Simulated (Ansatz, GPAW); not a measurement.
# KBr (001), 3 units: converging a work function, part 2 of 3

How do cutoff, mesh, smearing and the dipole layer change the work function of KBr (001), 3 units? Where a layer proves gapped, the work function hangs on where the smearing puts the Fermi level, and the band edges take its place.

GPAW 26.7.0 and Ansatz 0.2.0; Ansatz plane waves; layer without images along its normal, relaxation of atoms and in-plane cell (the session's first sound run).

So far. Step 2 (Relaxation): The relaxation lowered the energy of the cell by 0.00817 eV.

**3. The slab's potential**

With the geometry fixed, the planar mean of the potential gives the vacuum level on each side.

This step: GPAW, PAW setups; slab in vacuum (GPAW 26.7.0).

The cell differs from the one that the last finished run ended in (c 37.000 → 22.755 Å).

Contents of run.py:

```python
import json
import numpy as np
from ase import Atoms
from gpaw import GPAW, PW

slab = Atoms(
    ['K', 'Br', 'K', 'Br', 'K', 'Br'],
    positions=[
        [2.33850, 2.33850, 8.06580],
        [0.00000, 0.00000, 8.00000],
        [0.00000, -0.00000, 11.37762],
        [2.33850, 2.33850, 11.37762],
        [2.33850, 2.33850, 14.68945],
        [0.00000, -0.00000, 14.75525]],
    cell=[[4.677, -0.0, 0.0], [-0.0, 4.677, 0.0], [0.0, 0.0, 22.7552]],
    pbc=[True, True, False])

slab.calc = GPAW(mode=PW(400), xc='PBE', kpts={'size': (6, 6, 1), 'gamma': True},
                 occupations={'name': 'fermi-dirac', 'width': 0.05}, nbands='160%',
                 convergence={'density': 1e-05}, maxiter=200,
                 poissonsolver={'dipolelayer': 'xy'},
                 symmetry={'tolerance': 1e-3}, txt='slab.txt')
result = {}
energy = slab.get_potential_energy()
fermi = slab.calc.get_fermi_level()
v = slab.calc.get_electrostatic_potential().mean((0, 1)) - fermi
n = slab.calc.get_pseudo_density().mean((0, 1))
L = slab.cell[2, 2]
z = np.arange(len(v)) * L / len(v)
low, high = slab.positions[:, 2].min(), slab.positions[:, 2].max()
below, above = np.interp([low - 5.8, high + 5.8], z, v)
slopes = [np.interp(x, z, np.gradient(v, z)) for x in (low - 5.8, high + 5.8)]
eps = np.array([[slab.calc.get_eigenvalues(k, s) for k in range(len(slab.calc.get_ibz_k_points()))]
                for s in range(slab.calc.get_number_of_spins())]) - fermi
top, bottom = eps[eps < 0].max(), eps[eps > 0].min()
dipole = slab.get_dipole_moment()[2]
print(f'energy {energy:.4f} eV, Fermi level {fermi:.4f} eV, dipole {dipole:.5f} e A')
print(f'potential 5.8 A off the faces, from the Fermi level: lower {below:.4f} eV, upper {above:.4f} eV')
print(f'slope of the potential there: lower {slopes[0]:.5f}, upper {slopes[1]:.5f} eV/A')
print(f'nearest levels on the mesh: {top:.4f} and {bottom:.4f} eV')
print('magnetic moment', round(slab.get_magnetic_moment(), 3))
result.update(energy=energy, fermi=fermi, dipole=dipole, below=below, above=above, slopes=slopes, edges=[top, bottom],
              z=z.tolist(), v=v.tolist(), n=n.tolist(), positions=slab.positions.tolist(),
              forces=slab.get_forces(apply_constraint=False).tolist(), moments=slab.get_magnetic_moments().tolist())
json.dump(result, open('result.json', 'w'))
```

The run is started by

```
$ OMP_NUM_THREADS=1 OPENBLAS_NUM_THREADS=1 python run.py
```

Log:

```text
energy -18.7224 eV, Fermi level -1.9877 eV, dipole 0.00102 e A
potential 5.8 A off the faces, from the Fermi level: lower 4.5311 eV, upper 4.5223 eV
slope of the potential there: lower -0.00001, upper 0.00001 eV/A
nearest levels on the mesh: -1.4626 and 2.9244 eV
magnetic moment 0.0
```

Wall time 41 s (1 thread of Intel Xeon Platinum 8559C (Emerald Rapids), shared host); peak memory 0.3 GiB.

This step gave:

| Item | Value |
| --- | --- |
| dipole along the normal | 0.001022 e·Å |
| levels nearest the Fermi level on the mesh | -1.463, 2.924 eV from the Fermi level |
| upper work function | 4.522 eV |
| lower work function | 4.531 eV |
| upper ionisation energy | 5.985 eV |

The electrostatic potential energy of an electron (without an applied field's), less the Fermi level, planar mean by z:

```
z (Å)  electrostatic potential energy of an electron (without an applied field's), less the Fermi level, planar mean (eV)
  0.0                                                                                                                4.53
  2.5                                                                                                                4.53
  5.0                                                                                                                4.52
  7.5                                                                                                               -3.08
 10.0                                                                                                                3.81
 12.5                                                                                                                3.15
 15.0                                                                                                               -8.90
 17.5                                                                                                                4.51
 20.0                                                                                                                4.52
 22.5                                                                                                                4.52
```

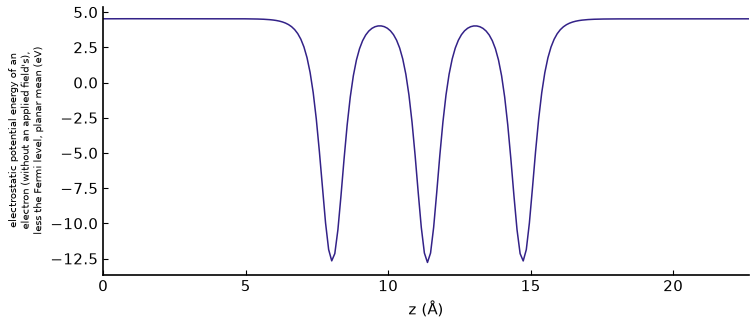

Electrostatic potential energy of an electron (without an applied field's), less the Fermi level, planar mean, plotted against z.

The pseudo valence density, planar mean by z:

| z (Å) | pseudo valence density, planar mean (e/Å³) |
| --- | --- |
| 4 | 1.8e-5 |
| 5 | 2.7e-4 |
| 6 | 0.00454 |
| 7 | 0.0916 |
| 8 | 0.521 |
| 9 | 0.112 |
| 10 | 0.0366 |
| 11 | 0.412 |
| 12 | 0.274 |
| 13 | 0.0255 |
| 14 | 0.222 |
| 15 | 0.444 |
| 16 | 0.0427 |
| 17 | 0.00228 |
| 18 | 1.4e-4 |
| 19 | 9.4e-6 |

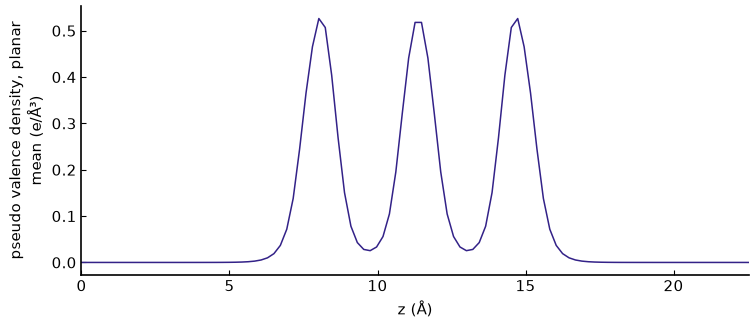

Pseudo valence density, planar mean against z.

The layer is gapped, so the Fermi level lies somewhere inside the gap, set by smearing and numerics, and these work functions are no property of the material; the band edges below the vacuum level are. The potential is flat to 5.9e-6 eV/Å where it is read, so the vacuum is wide enough. The geometry is the other program's minimum; here the largest force on a free atom is 0.0025 eV/Å.

**4. Cutoff 200**

The cutoff limits how sharply the smooth valence waves can vary, which tells mostly near the atoms.

Edit run.py of step 3 so:

```diff
@@ -17,3 +17,3 @@
 
-slab.calc = GPAW(mode=PW(400), xc='PBE', kpts={'size': (6, 6, 1), 'gamma': True},
+slab.calc = GPAW(mode=PW(200), xc='PBE', kpts={'size': (6, 6, 1), 'gamma': True},
                  occupations={'name': 'fermi-dirac', 'width': 0.05}, nbands='160%',
```

Log:

```text
energy -16.8629 eV, Fermi level -1.9852 eV, dipole 0.00102 e A
potential 5.8 A off the faces, from the Fermi level: lower 4.5341 eV, upper 4.5253 eV
slope of the potential there: lower -0.00004, upper 0.00004 eV/A
nearest levels on the mesh: -1.4575 and 2.9208 eV
magnetic moment 0.0
```

Elapsed: 12 s, on 1 thread; peak memory 0.18 GiB.

The run finished. A setting was moved off its sound value on purpose, so it serves as a test and not as the result.

The fault put into the input: a cutoff under that of the base run: the energy of the cell lies 1.9 eV from the base value, and the gap on the mesh is 4.38 eV against 4.39 (ecut = 200).

The two runs compared:

```
                    quantity  this run  sound run  difference
    upper work function (eV)    4.5253     4.5223     0.00301
    lower work function (eV)    4.5341     4.5311     0.00299
upper ionisation energy (eV)    5.9828     5.9848    -0.00201
```

**5. Cutoff 300**

The cutoff limits how sharply the smooth valence waves can vary, which tells mostly near the atoms.

Edit run.py of step 4 so:

```diff
@@ -17,3 +17,3 @@
 
-slab.calc = GPAW(mode=PW(200), xc='PBE', kpts={'size': (6, 6, 1), 'gamma': True},
+slab.calc = GPAW(mode=PW(300), xc='PBE', kpts={'size': (6, 6, 1), 'gamma': True},
                  occupations={'name': 'fermi-dirac', 'width': 0.05}, nbands='160%',
```

Log:

```text
energy -17.9972 eV, Fermi level -1.9910 eV, dipole 0.00102 e A
potential 5.8 A off the faces, from the Fermi level: lower 4.5365 eV, upper 4.5277 eV
slope of the potential there: lower -0.00008, upper 0.00008 eV/A
nearest levels on the mesh: -1.4583 and 2.9272 eV
magnetic moment 0.0
```

It took 20 s on 1 thread; peak memory 0.24 GiB.

The run finished. A setting was moved off its sound value on purpose, so it serves as a test and not as the result.

The fault put into the input: a cutoff under that of the base run: the energy of the cell lies 0.73 eV from the base value, and the gap on the mesh is 4.39 eV against 4.39 (ecut = 300).

The two runs compared:

| quantity | this run | sound run | difference |
| --- | --- | --- | --- |
| upper work function (eV) | 4.5277 | 4.5223 | 0.00544 |
| lower work function (eV) | 4.5365 | 4.5311 | 0.00544 |
| upper ionisation energy (eV) | 5.9860 | 5.9848 | 0.00115 |

**6. Cutoff 700: ecut = 700**

The cutoff limits how sharply the smooth valence waves can vary, which tells mostly near the atoms.

Edit run.py of step 5 so:

```diff
@@ -17,3 +17,3 @@
 
-slab.calc = GPAW(mode=PW(300), xc='PBE', kpts={'size': (6, 6, 1), 'gamma': True},
+slab.calc = GPAW(mode=PW(700), xc='PBE', kpts={'size': (6, 6, 1), 'gamma': True},
                  occupations={'name': 'fermi-dirac', 'width': 0.05}, nbands='160%',
```

Log:

```text
energy -18.8815 eV, Fermi level -1.9897 eV, dipole 0.00102 e A
potential 5.8 A off the faces, from the Fermi level: lower 4.5327 eV, upper 4.5238 eV
slope of the potential there: lower 0.00001, upper -0.00001 eV/A
nearest levels on the mesh: -1.4611 and 2.9249 eV
magnetic moment 0.0
```

Run time: 88 s. Hardware: 1 thread; peak memory 0.54 GiB.

This step gave:

```
levels nearest the Fermi level on the mesh : -1.461, 2.925 eV from the Fermi level
upper work function                        : 4.524 eV
lower work function                        : 4.533 eV
```

Table of electrostatic potential energy of an electron (without an applied field's), less the Fermi level, planar mean by z:

```
z (Å)  electrostatic potential energy of an electron (without an applied field's), less the Fermi level, planar mean (eV)
    0                                                                                                                4.53
    2                                                                                                                4.53
    4                                                                                                                4.53
    6                                                                                                                4.43
    8                                                                                                               -12.5
   10                                                                                                                3.81
   12                                                                                                               -1.36
   14                                                                                                               0.190
   16                                                                                                                3.66
   18                                                                                                                4.52
   20                                                                                                                4.52
   22                                                                                                                4.52
```

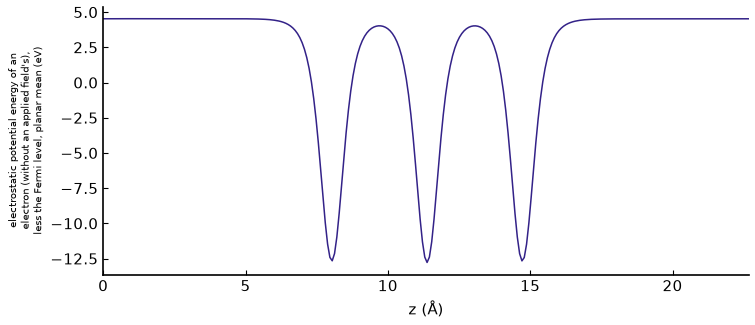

Electrostatic potential energy of an electron (without an applied field's), less the Fermi level, planar mean, plotted against z.

The pseudo valence density, planar mean oscillates, so the rows of the table below give means over windows of 2.5 Å about each position, cut where the curve ends. Its maxima inside the range that stand out by 2 % of the span (Å: e/Å³): 8.1: 0.529, 11.4: 0.529, 14.6: 0.529. Its minima: 9.8: 0.0254, 13.0: 0.0254.

Pseudo valence density, planar mean against z; means over each step:

```
z (Å)  pseudo valence density, planar mean (e/Å³)
  2.5                                      1.3e-6
  5.0                                     0.00132
  7.5                                       0.261
 10.0                                       0.150
 12.5                                       0.187
 15.0                                       0.276
 17.5                                     0.00269
 20.0                                      2.7e-6
```

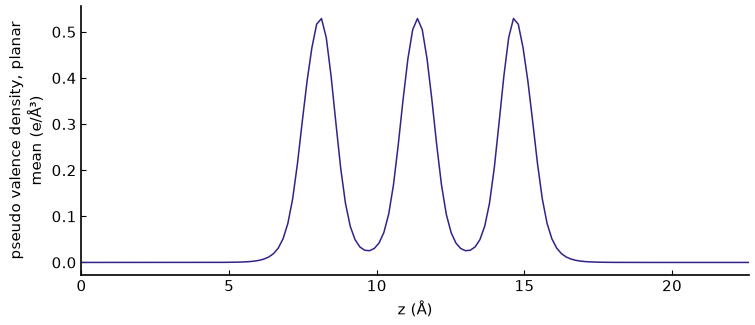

Pseudo valence density, planar mean against z.

The highest filled level lies 1.46 eV under the Fermi level, so the ionisation energy from the upper face is 4.524 + 1.46 = 5.985 eV, against 5.985 eV in the base run.

**7. K mesh 2×2**

The mesh in the plane samples the bands: a metal's Fermi level needs it dense, and band edges must lie on it.

Edit run.py of step 6 so:

```diff
@@ -17,3 +17,3 @@
 
-slab.calc = GPAW(mode=PW(700), xc='PBE', kpts={'size': (6, 6, 1), 'gamma': True},
+slab.calc = GPAW(mode=PW(400), xc='PBE', kpts={'size': (2, 2, 1), 'gamma': True},
                  occupations={'name': 'fermi-dirac', 'width': 0.05}, nbands='160%',
```

Log:

```text
energy -18.6010 eV, Fermi level -1.9877 eV, dipole 0.00102 e A
potential 5.8 A off the faces, from the Fermi level: lower 4.5286 eV, upper 4.5198 eV
slope of the potential there: lower -0.00001, upper 0.00001 eV/A
nearest levels on the mesh: -1.4267 and 2.9366 eV
magnetic moment 0.0
```

The job ended after 16 s (1 thread; peak memory 0.25 GiB).

The run finished with changed settings (kpts = [2, 2]); it serves as a test.

The two runs compared:

| quantity | this run | sound run | difference |
| --- | --- | --- | --- |
| upper work function (eV) | 4.5198 | 4.5223 | -0.00247 |
| lower work function (eV) | 4.5286 | 4.5311 | -0.00247 |
| upper ionisation energy (eV) | 5.9465 | 5.9848 | -0.0384 |

The two runs differ clearly in the upper ionisation energy: 5.95 eV against 5.98 eV.

**8. K mesh 4×4**

The mesh in the plane samples the bands: a metal's Fermi level needs it dense, and band edges must lie on it.

Edit run.py of step 7 so:

```diff
@@ -17,3 +17,3 @@
 
-slab.calc = GPAW(mode=PW(400), xc='PBE', kpts={'size': (2, 2, 1), 'gamma': True},
+slab.calc = GPAW(mode=PW(400), xc='PBE', kpts={'size': (4, 4, 1), 'gamma': True},
                  occupations={'name': 'fermi-dirac', 'width': 0.05}, nbands='160%',
```

Log:

```text
energy -18.7218 eV, Fermi level -1.9877 eV, dipole 0.00102 e A
potential 5.8 A off the faces, from the Fermi level: lower 4.5311 eV, upper 4.5222 eV
slope of the potential there: lower -0.00001, upper 0.00001 eV/A
nearest levels on the mesh: -1.4622 and 2.9245 eV
magnetic moment 0.0
```

Wall time 26 s (1 thread); peak memory 0.27 GiB.

The run finished with changed settings (kpts = [4, 4]); it serves as a test.

The two runs compared:

```
                    quantity  this run  sound run  difference
    upper work function (eV)    4.5222     4.5223     -3.8e-5
    lower work function (eV)    4.5311     4.5311     -3.8e-5
upper ionisation energy (eV)    5.9844     5.9848     -3.9e-4
```

**9. K mesh 9×9: kpts = [9, 9]**

The mesh in the plane samples the bands: a metal's Fermi level needs it dense, and band edges must lie on it.

Edit run.py of step 8 so:

```diff
@@ -17,3 +17,3 @@
 
-slab.calc = GPAW(mode=PW(400), xc='PBE', kpts={'size': (4, 4, 1), 'gamma': True},
+slab.calc = GPAW(mode=PW(400), xc='PBE', kpts={'size': (9, 9, 1), 'gamma': True},
                  occupations={'name': 'fermi-dirac', 'width': 0.05}, nbands='160%',
```

Log:

```text
energy -18.7224 eV, Fermi level -1.9877 eV, dipole 0.00102 e A
potential 5.8 A off the faces, from the Fermi level: lower 4.5311 eV, upper 4.5223 eV
slope of the potential there: lower -0.00001, upper 0.00001 eV/A
nearest levels on the mesh: -1.4626 and 2.9244 eV
magnetic moment 0.0
```

Elapsed: 58 s, on 1 thread; peak memory 0.35 GiB.

Numbers from this step:

```
levels nearest the Fermi level on the mesh : -1.463, 2.924 eV from the Fermi level
upper work function                        : 4.522 eV
lower work function                        : 4.531 eV
```

The highest filled level lies 1.46 eV under the Fermi level, so the ionisation energy from the upper face is 4.522 + 1.46 = 5.985 eV, against 5.985 eV in the base run.

(Part 2 of 3 ends here.)

[Logs are printed without paths, hosts, clocks, repeated set-up lines and the standing remarks that a program may print on its own settings, such as how far it seeks lower states.]

[Hosts, paths, dates, database ids (printed as entryN), source tags and the programs' standing remarks are cut or masked in the printed files.]
